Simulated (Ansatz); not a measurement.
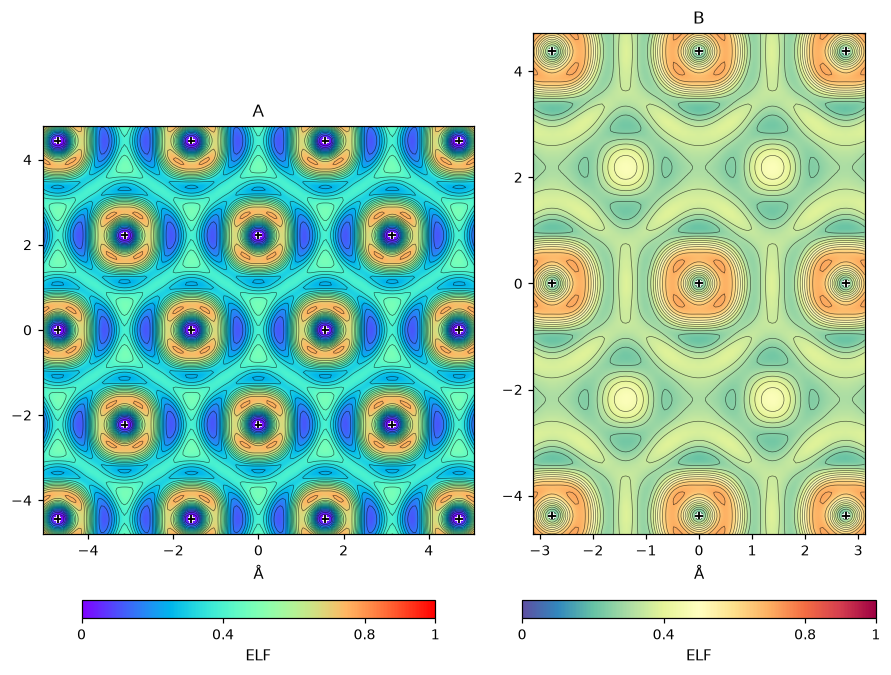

The ELF of 2 systems, each on a plane through atoms (crosses mark nuclei in the plane).

The calculation used Kohn-Sham DFT of a periodic cell, BHLYP, Ansatz PAW (Ansatz 0.2.0).

System 1: W, the (011) plane of the conventional cell. Space group Im-3m; computed pressure about 8 GPa in this cell.

```yaml
crystal:
  lattice:
    - [3.14345, 0.00000, 0.00000]
    - [0.00000, 3.14345, 0.00000]
    - [0.00000, 0.00000, 3.14345]
  atoms:
    - { symbol: W, position: [0.00000, 0.00000, 0.00000] }
    - { symbol: W, position: [0.50000, 0.50000, 0.50000] }
```

System 2: Os, the (100) plane of the conventional cell. Space group P6₃/mmc; computed pressure about −18 GPa in this cell.

Question: Which map belongs to which system?

Answer: Panel A is system 1, W: the plane holds W. W–W (2.72 Å): the ELF is about 0.40 at the midpoint. Panel B is system 2, Os: the plane holds Os. Os–Os (2.77 Å): the ELF is about 0.40 at the midpoint.
